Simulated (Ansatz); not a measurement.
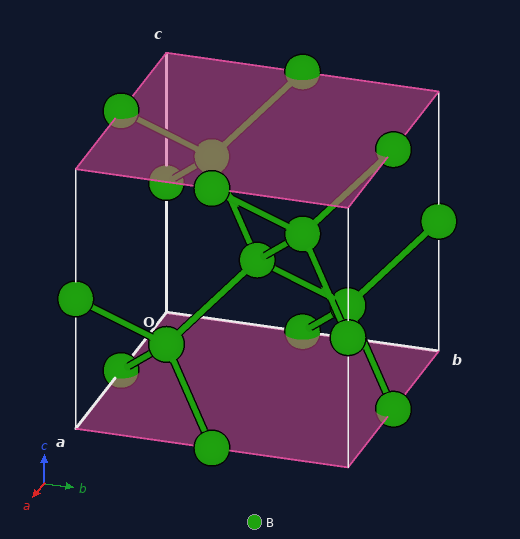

Every member of one family of equally spaced planes, hx + ky + lz = a whole number, that cuts the unit cell is shaded (one member passes through the origin O). Crystal: B, coordinates from a relaxation with Ansatz 0.2.0, DFT, RPBE, plane waves (420 eV) with PAW, scalar-relativistic; the starting structure was generated, so it need not be a known form of this composition. Symmetry computed with spglib at a tolerance of 0.002 Å; standard conventional cell.

a = 4.077 Å, b = 4.077 Å, c = 4.077 Å, α = 90.00°, β = 90.00°, γ = 90.00°.

Which (hkl) family is drawn?

(0 0 1); the opposite sign names the same planes. The member next to the origin meets the axes a never, b never, c at 1.

What is the spacing?

d = 4.077 Å.

Which atoms of the cell lie in these planes (within 0.03 Å)?

2 of the 8 B.

The space group is Fd-3m (No. 227, origin choice 1). How many reflections hkl are equivalent to this one (itself included), and does it occur?

6 reflections are equivalent in the Laue class m-3m. The reflection is systematically absent, by the centring.
